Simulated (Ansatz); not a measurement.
System: BaO, space group Fm-3m (No. 225) (one of a set of cubic test structures, which need not be the stable phase).

Computed with Ansatz 0.2.0 development build: equation of state of a cubic crystal from periodic Kohn-Sham density functional theory without spin, third-order Birch-Murnaghan fit to the free energies; pressure corrected for the finite basis. Level: r2SCAN.

| setting | value |
| --- | --- |
| structure type | rock salt |
| atoms in cell | 2 |
| space group number | 225 |
| lattice centring | face-centred primitive |
| k mesh | 11×11×11 |
| occupation method | Fermi–Dirac |
| occupation width | 0.1 eV |
| wave cutoff | 700 eV |
| datasets | hard PAW |
| density tolerance | 1e−09 eV |
| bands | 17 |
| density cutoff ratio | 4 |
| search for lower states | default |
| xc grid level | 2 |

What does the calculation give for the energy above the lowest point and pressure against volume? The volume takes the values 19.91, 20.56, 21.21, 21.86, 22.50 Å³/atom.

A third-order Birch–Murnaghan fit gives V0 = 21.30 Å³/atom, B0 = 75.6 GPa and B′ = 4.5. The energy above the lowest point is 24.3 meV/atom at volume 19.91 Å³/atom and 14.4 meV/atom at 22.50 Å³/atom; the lowest computed point is at volume 21.21 Å³/atom (0.0 meV/atom), and no other minimum shows. The pressure falls from 5.973 GPa at volume 19.91 Å³/atom to −3.664 GPa at 22.50 Å³/atom, and changes sign near 21.31 Å³/atom.

| volume (Å³/atom) | energy above the lowest point (meV/atom) | pressure (GPa) |
| --- | --- | --- |
| 19.91 | 24.3 | 5.973 |
| 20.56 | 6.5 | 2.922 |
| 21.21 | 0.0 | 0.350 |
| 21.86 | 3.1 | −1.827 |
| 22.50 | 14.4 | −3.664 |

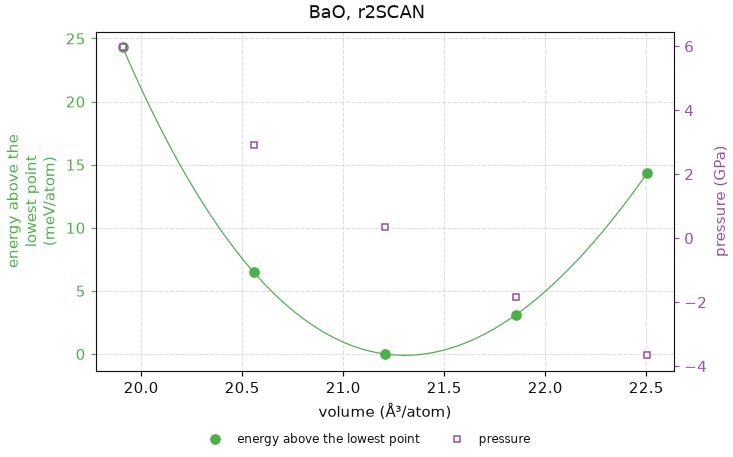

Limits of the calculation: pseudopotentials made with PBE, not this functional.
